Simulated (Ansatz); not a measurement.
# MgGe₅N: what the fields show

The calculation's input:

```
crystal:
  lattice:
    - [3.812159444, 0.0, 0.0]
    - [-1.906079722, 3.3014269218, 0.0]
    - [0.0, 0.0, 9.97961292]
  atoms:
    - { symbol: Mg, position: [0.0, 0.0, 0.0] }
    - { symbol: Ge, position: [0.3333333333, 0.6666666667, 0.794656202] }
    - { symbol: Ge, position: [0.3333333333, 0.6666666667, 0.205343798] }
    - { symbol: Ge, position: [0.6666666667, 0.3333333333, 0.3280079316] }
    - { symbol: Ge, position: [0.6666666667, 0.3333333333, 0.6719920684] }
    - { symbol: Ge, position: [0.0, 0.0, 0.5] }
    - { symbol: "N", position: [0.3333333333, 0.6666666667, 0.0] }
basis:
  ecutwfc: 420
kpoints:
  mp_grid: { grid: [12, 12, 4] }
hamiltonian:
  xc: pbe
scf:
  occupations: { method: gaussian, width: 0.1 }
output:
  forces: true
  stress: true
  eigenvalues: true
  write_density: true
  write_potential: true
  elf: true
  volumetric_format: npy
relax:
  adjacent_minimum: "off"
  f_tol: 0.01
  max_steps: 30
  cell: { stress_tol: 0.1, fix: [volume] }
```

Launched as:

```sh
ansatz run input.yaml --threads 1 --pin off --max-ram 2560MiB --backend cpu --events-out ev --progress --plain --runs-dir out
```

Below, planes, directions and counts refer to the conventional cell (a = 3.81 Å, b = 3.81 Å, c = 10.00 Å, α = 90.00°, β = 90.00°, γ = 120.00°).

The fields are those of the run's last geometry, not of the input's.

Space group P-6m2; a generated structure, not necessarily the stable one; changed on purpose from its base cell (volume × 0.97, shape and atoms relaxed); computed pressure about 2 GPa in this cell; computed without spin polarisation.

These are results of DFT PBE, scalar-relativistic, plane waves, PAW in Ansatz 0.2.0, not measurements.

In a PAW calculation such maps are meaningful between the atoms, not at the nuclei.

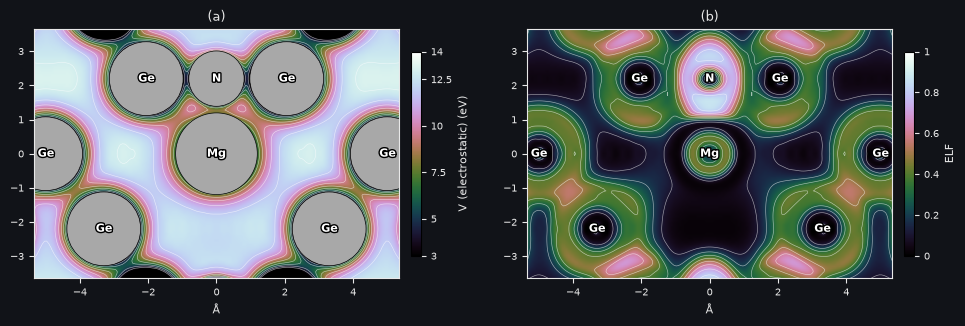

Figure 1. (a) electrostatic potential energy of an electron; (b) ELF on the (110) plane of the conventional cell. Grey discs cover the atomic cores in the potential map.

**Describe what can be read from this map.**

The plane passes through Mg, Ge and N nuclei.
Ge–N (2.06 Å): the ELF peaks at about 0.75 in the valence shell of N, 0.7 Å from its nucleus, and is about 0.40 at the midpoint.
Mg–N (2.20 Å): the ELF peaks at about 0.85 in the valence shell of N, 0.7 Å from its nucleus, and is about 0.50 at the midpoint.
Outside the cores the potential energy rises away from the atoms and is highest about 2.2 Å from the nearest atoms; its zero is arbitrary.

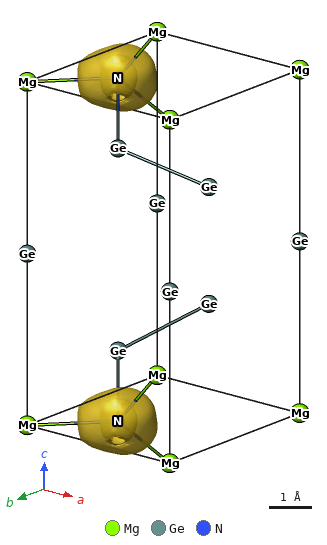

Figure 2. Isosurface of the ELF at 0.75 (yellow), seen at an oblique angle. Only the valence region is drawn (cores and ρ < 0.01 e/Å³ removed). Sticks mark near contacts.

**Where are the electrons localised?**

At this value the surface marks out one region wrapped around N (its valence shell), counted in one cell of 7 atoms. Regions shared between cells count once.

**Does the calculation make it a metal, or give it a gap?**

It is gapless in this calculation (a metal or semimetal).
